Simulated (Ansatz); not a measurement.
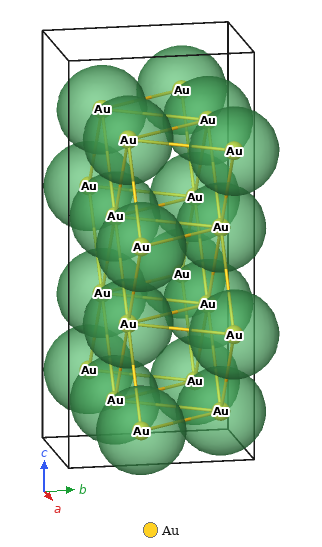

Figure. Au. Isosurface of the valence charge density (pseudo) at 0.5 e/Å³ (green), seen slightly off an axis. Sticks mark near contacts.

Space group Cmme; a structure from a database of computed crystals, not necessarily the ambient phase; computed pressure about −7 GPa in this cell.

Computed with DFT r2SCAN, scalar-relativistic, plane waves, PAW in Ansatz.

How is the density connected at this value?

At this value the density breaks into separate islands; it holds about 85 % of the electrons treated as valence (semicore included). It bridges none of the near contacts. It is pinched off along the sampled Au–Au (2.87 Å) contacts. On the grid the lowest density along these lines, outside the cores, is 0.29 e/Å³ (Au–Au, 2.87 Å).
